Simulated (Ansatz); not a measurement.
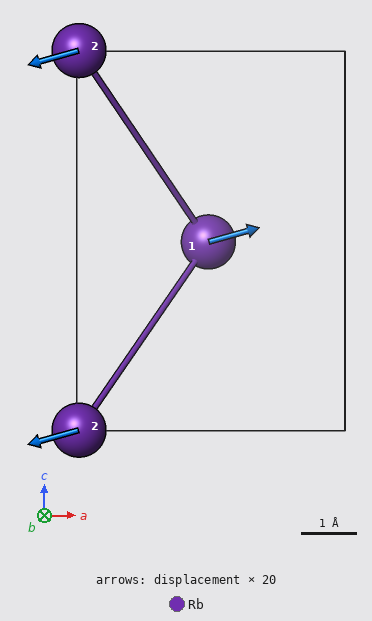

A relaxation of crystalline Rb (set up in P-1). The starting structure is drawn; blue arrows show the displacements (the part carried along by the change of the cell is left out), magnified 20 times.

The picture is a ball-and-stick view of the cell of the calculation, seen along the b axis.

Case: all atoms moved at random, sigma 0.05 Å for each component; relaxed back.

Method: DFT PBE+D3(BJ), scalar-relativistic, plane waves, PAW (Ansatz). (plane-wave cutoff 420 eV; k-point mesh 8 × 8 × 6; occupations gaussian; smearing width 0.15 eV; no spin polarisation; cell and atoms relaxed; force threshold 0.01 eV/Å; at most 80 steps)

> What happened in the run?

The largest moves relative to the cell, 0.050 Å, are those of Rb1 and Rb2. Rb1 goes roughly along [3 0 1]. The volume changes by −0.3 %, with a = b unchanged at 4.959 Å, c 7.013 → 6.989 Å (−0.3 %). Some distances before and after: Rb1–Rb2 5.026 → 4.949 Å, Rb1–Rb2 (another image) 4.894 → 4.952 Å, Rb1–Rb2 (another image) 4.985 → 4.946 Å, Rb1–Rb2 (another image) 4.935 → 4.955 Å. The space group (tolerance 0.01 Å) goes from P2_1/m (No. 11) to Pmmn (No. 59). Over 2 accepted moves (3 points after the start) the energy falls by 0.5 meV per atom. The largest force component goes from 0.013 to 0.0009 eV/Å. Pressure: −0.01 GPa at the start and 0.00 GPa at the end. The SCF was repeated once at an unchanged geometry on a basis and grid sized afresh for the cell, which shifted the energy by less than 0.05 meV per atom at most. Cost: 94 s on 1 thread of Arm Neoverse V2 (shared host), peak memory 0.67 GiB.
